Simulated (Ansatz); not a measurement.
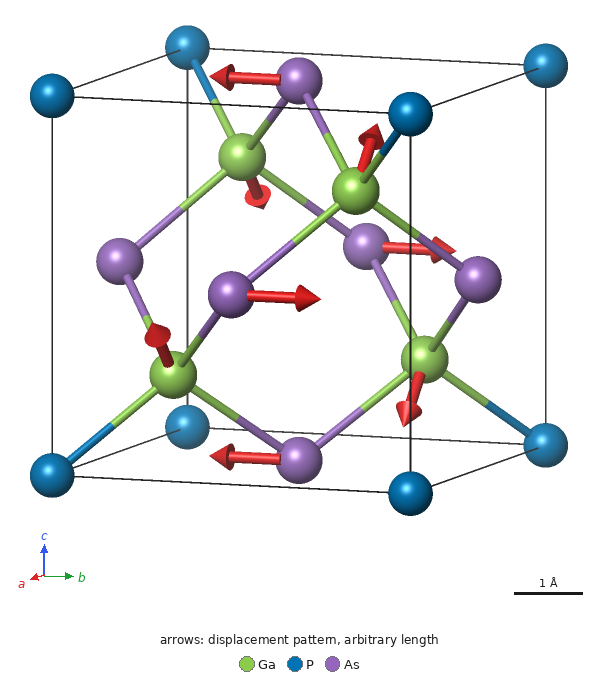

One vibrational mode of solid Ga$_{4}$As$_{3}$P (a generated structure) at the zone centre. The red arrows are the displacements of the atoms (eigenvector over the root of the mass), of arbitrary overall length and sign. A ball-and-stick model of the cell of the calculation, seen slightly off an axis.

Level of theory: DFT PBE, scalar-relativistic, plane waves, PAW (Ansatz). (plane-wave cutoff 420 eV; k-point mesh 6 × 6 × 6; occupations fixed; no spin polarisation)

Frequencies are those without the non-analytic (LO–TO) term.

### Give the symmetry, activity and frequency of this mode.

This is the T₁ mode (triply degenerate; one member of the set is drawn) at 78 cm⁻¹, the lowest optical level, silent by symmetry (neither infrared- nor Raman-active). The P atoms stay at rest; atoms of one kind move against one another, with no net shift of any sublattice; it mainly bends the Ga–P, As–Ga bonds; the kinetic energy is shared as Ga 58 %, As 42 %.
